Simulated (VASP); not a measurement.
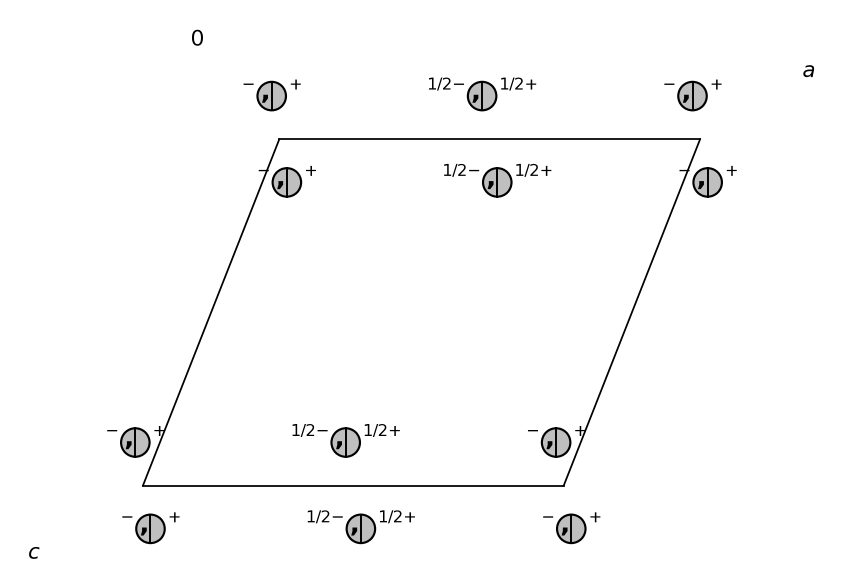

General positions of a space group, projected down b, computed from the operations of a computed or model structure of composition C.

A circle is a general position, a comma marks the mirror image, + and − with a fraction give the height (along the projection axis: ½+ is ½ plus the coordinate, − is its negative), and a split circle stands for two positions above each other.

Question: Identify the space group.

Answer: No. 12, C2/m; C-centred monoclinic, point group 2/m, 8 general positions a cell.

Question: Write the general positions (in any order).

Answer: For each centring vector (0, 0, 0), (1/2, 1/2, 0):
x, y, z
−x, −y, −z
−x, y, −z
x, −y, z
